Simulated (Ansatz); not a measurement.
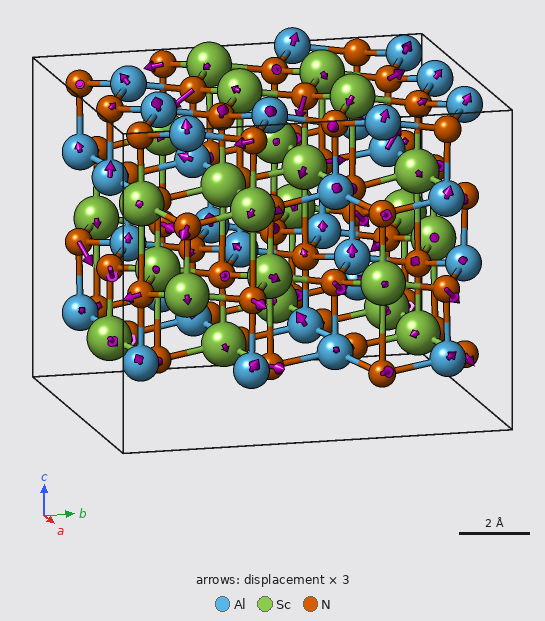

A relaxation of crystalline Al₂₇Sc₂₁N₄₈ (a generated structure, set up in P1). The starting structure is drawn; purple arrows show the displacements (the part carried along by the change of the cell is left out), 3 times their true length.

Style: ball-and-stick. Shown: the cell of the calculation, slightly off an axis.

The calculation used DFT, PBEsol, PAW, plane waves (Ansatz 0.2.0). Settings: plane-wave cutoff 420 eV; k-point mesh 1 × 1 × 1; mesh shifted by (0.5, 0.5, 0.5); no spin polarisation; cell relaxed at fixed alpha, beta, gamma; force threshold 0.03 eV/Å; at most 80 steps.

> What happened in the run?

The largest moves relative to the cell, 0.30 Å, are those of N atoms. By element the largest moves are N 0.30 Å, Al 0.29 Å, Sc 0.16 Å. The volume changes by +0.7 %, with a 10.104 → 10.045 Å (−0.6 %), b 11.667 → 11.590 Å (−0.7 %), c 9.500 → 9.692 Å (+2.0 %). Among the contacts that change: N–Sc 1.918 → 2.168 Å, Al–N 2.076 → 1.869 Å, Al–N 2.092 → 1.887 Å, Sc–Sc 3.335 → 3.536 Å. Bond angles that change, for instance: Al–N–Al 96.7° → 113.9°, Al–N–Al 97.6° → 111.7°, Al–N–Al 98.9° → 112.4°. The space group stays P1 (No. 1). After 9 geometry steps the energy has fallen by 124 meV per atom. The largest force component goes from 3.6 to 0.0052 eV/Å. Pressure: 3.21 GPa at the start and 0.01 GPa at the end. Cost: 110 s on 7 threads of Arm Neoverse-V2, peak memory 2.6 GiB.
